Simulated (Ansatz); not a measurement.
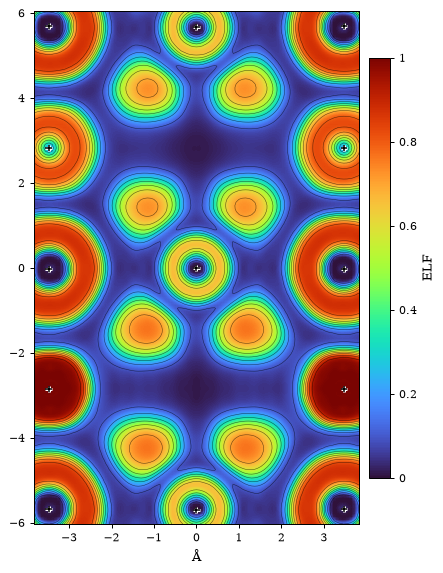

The electron localisation function on a plane through atoms (crosses mark nuclei in the plane).

Theory: Ansatz 0.2.0, DFT PBE, scalar-relativistic, plane waves, PAW.

Candidates:
A. TaAs, a = 3.46 Å, b = 3.46 Å, c = 11.73 Å, α = 90.00°, β = 90.00°, γ = 90.00°. Space group I4₁md; a structure from a database of computed crystals, not necessarily the ambient phase.
B. Ba₄Ti₄HO₁₁ (cell with a defect), a = 6.96 Å, b = 6.96 Å, c = 6.96 Å, α = 109.47°, β = 109.47°, γ = 109.47°. Spin-polarised.

Question: Which candidate gave the map?

Answer: Candidate B: Ba₄Ti₄HO₁₁ on the (011) plane of the calculation cell, which holds Ba, Ti, H and O. Ba–H (2.83 Å): the ELF climbs to about 1 towards the hydrogen.
